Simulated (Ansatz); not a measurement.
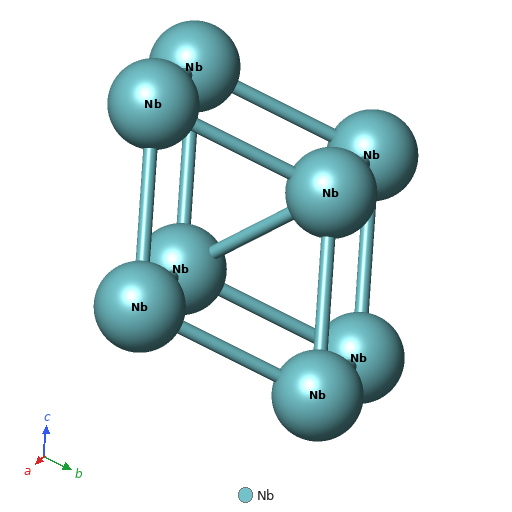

System: Nb, space group Im-3m (No. 229). The picture shows the cell.

The given structure:
```yaml
crystal:
  lattice:
    - [-1.66395, 1.66395, 1.66395]
    - [1.66395, -1.66395, 1.66395]
    - [1.66395, 1.66395, -1.66395]
  atoms:
    - { symbol: Nb, position: [0.00000, 0.00000, 0.00000] }
```

Calculation (Ansatz 0.2.0): biaxial strain in the xy plane and strain along z of a crystal, fractional coordinates fixed, by plane-wave density functional theory with PAW datasets, free energies less that of the undisturbed cell. Level: PBE, no spin polarisation.

```tsv
setting	value
wave cutoff	420 eV
k mesh	20×20×20
occupations	Gaussian
smearing width	0.15 eV
k shift	(0, 0, 0) (mesh steps)
start	as given
```

Describe the result: the map of the energy change over strain zz and strain xx = yy. The grid: strain zz −0.05, −0.025, 0, 0.025, 0.05 ; strain xx = yy −0.05, −0.025, 0, 0.025, 0.05.

At the origin the energy is lower than all eight neighbouring grid points, so a minimum lies at or close to the given structure. The energy change is least, 0 meV/atom, at strain zz of 0 and strain xx = yy of 0 (and at symmetry-related or equal points), and largest, 227 meV/atom, at strain zz of 0.05 and strain xx = yy of 0.05. Near the origin the softest direction lies along strain zz, turned by about 23° so that strain xx = yy takes the opposite sign; the curvature across the valley is 6.8 times that along it.

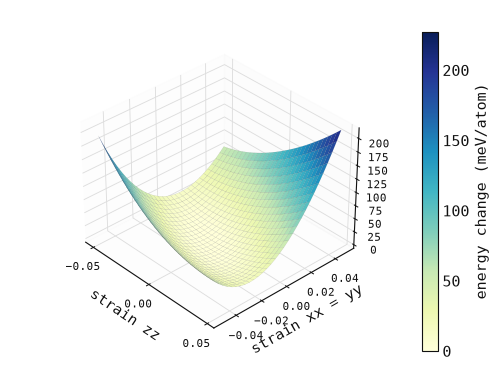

Note: reference crystal is not relaxed.
